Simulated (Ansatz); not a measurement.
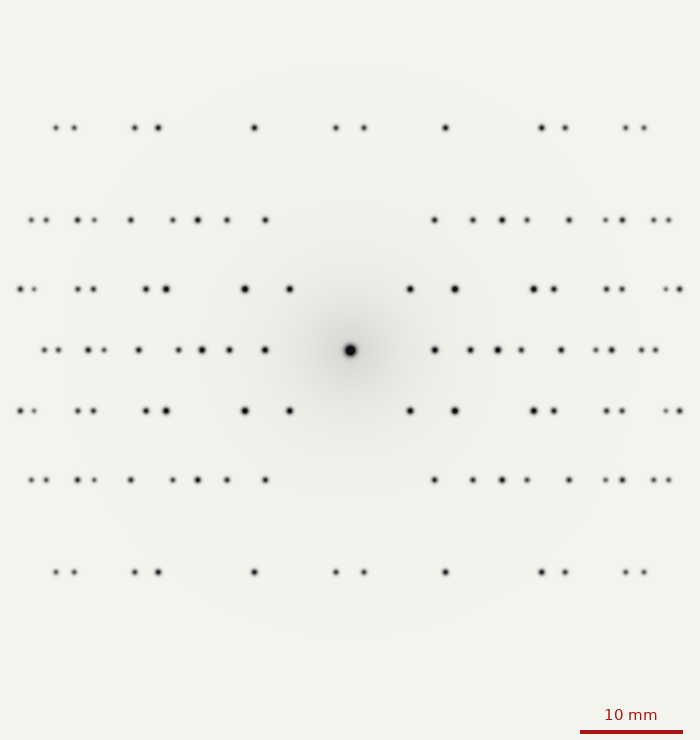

Simulated X-ray rotation photograph: Mo Kα radiation (λ = 0.7107 Å), cylindrical film of radius 30.0 mm unrolled, rotation axis vertical and normal to the beam, kinematic intensities without Lorentz or polarisation factors, the film spanning ±63° about the beam; spots down to d = 0.68 Å.

**What lattice repeat along the rotation axis do the layer lines give?**

The first layer line lies 6.0 mm from the equator, so tan ν = 0.200, sin ν = 0.196 and the period is λ/sin ν = 3.62 Å. Further lines follow at 12.8, 21.9 mm.

The crystal is Mo, space group Pm-3m (No. 221), a = 2.56 Å. Structure: the end point of a relaxation with DFT, LDA (PW92), plane waves (420 eV) with PAW, scalar-relativistic in Ansatz 0.2.0; the starting structure was generated, so it need not be a known form of this composition.

**About which axis was it rotated?**

About [110] (or an equivalent direction), whose length in the conventional cell is 3.617 Å.
